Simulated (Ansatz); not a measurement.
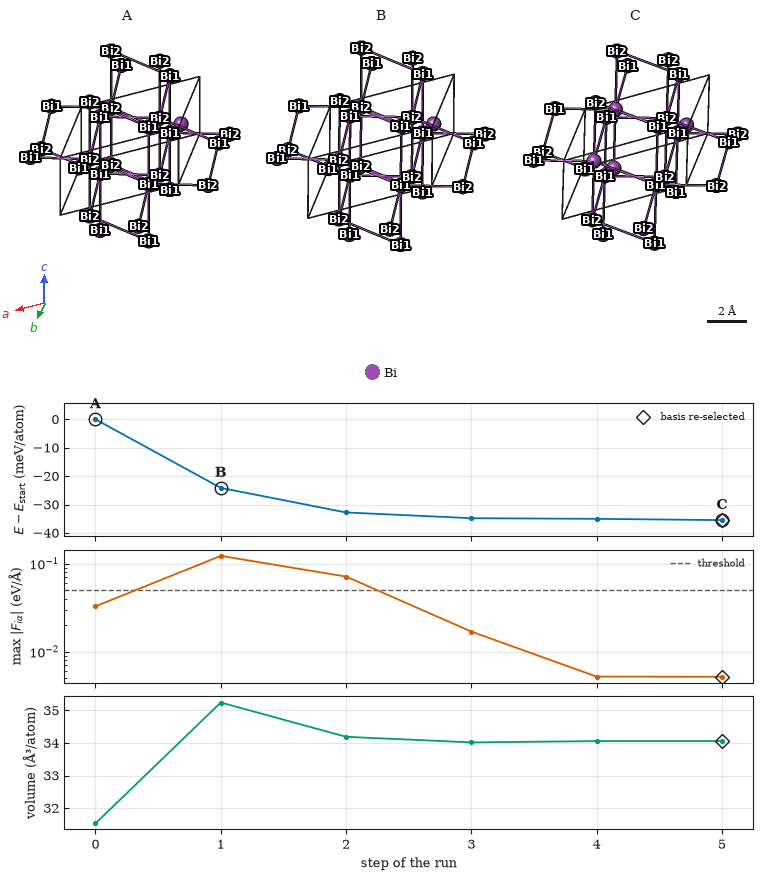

Frames of a relaxation of a crystal of Bi (set up in C2/m), marked on the history of the run. Style: ball-and-stick. Shown: the conventional cell (2 times the calculation's cell), from a free direction. Lengths and directions refer to the drawn axes.

These are results of DFT PBE, scalar-relativistic, plane waves, PAW; settings changed (Ansatz 0.2.0), not measurements.

Input file:
```yaml
crystal:
  lattice:
    - [3.33628, -3.0554, 0.0]
    - [3.33628, 3.0554, 0.0]
    - [-1.1509808736, 0.0, 3.0929114189]
  atoms:
    - { symbol: Bi, position: [0.2518, 0.2518, 0.149] }
    - { symbol: Bi, position: [0.7482, 0.7482, 0.851] }
basis:
  ecutwfc: 420
kpoints:
  mp_grid: { grid: [8, 8, 12] }
hamiltonian:
  xc: pbe
scf:
  occupations: { method: gaussian, width: 0.1 }
  n_extra_bands: 32
output:
  forces: true
  eigenvalues: true
  stress: true
relax:
  adjacent_minimum: "off"
  f_tol: 0.05
  max_steps: 70
  cell: { stress_tol: 0.1 }
  max_displacement: 0.05
```

Launched with:
```bash
ansatz run input.yaml --threads 2 --pin off --max-ram 5120MiB --backend cpu --events-out ev --progress --plain --runs-dir out
```

> What happens along the run?

The largest moves relative to the cell, 0.050 Å, are those of Bi1 and Bi2. Bi2 goes along [3 0 −1]. Cell: a 6.673 → 7.045 Å (+5.6 %), b 6.111 → 6.167 Å (+0.9 %), c 3.300 → 3.402 Å (+3.1 %), β 110.4° → 112.8°. Volume +8.0 %. Among the contacts that change: Bi1–Bi2 3.314 → 3.452 Å, Bi1–Bi1 3.300 → 3.402 Å, Bi1–Bi2 (another image) 3.207 → 3.260 Å, Bi1–Bi2 (another image) 3.155 → 3.198 Å. Bond angles that change, for instance: Bi1–Bi1–Bi2 110.5° → 106.5°, Bi1–Bi1–Bi2 69.5° → 73.5°, Bi2–Bi1–Bi2 144.6° → 142.1°. The space group stays C2/m (No. 12). The energy falls by 35.5 meV per atom in 4 accepted moves (5 points after the start). The largest force component goes from 0.033 to 0.0052 eV/Å. The pressure goes from 4.15 to 0.02 GPa. The SCF was repeated once at an unchanged geometry on a basis and grid sized afresh for the cell, which shifted the energy by 0.4 meV per atom at most. From step 0 to 1: volume +11.8 %, energy −24.1 meV per atom. From step 1 to 5: Bi atoms move most (0.05 Å), volume −3.4 %, energy −11.3 meV per atom.
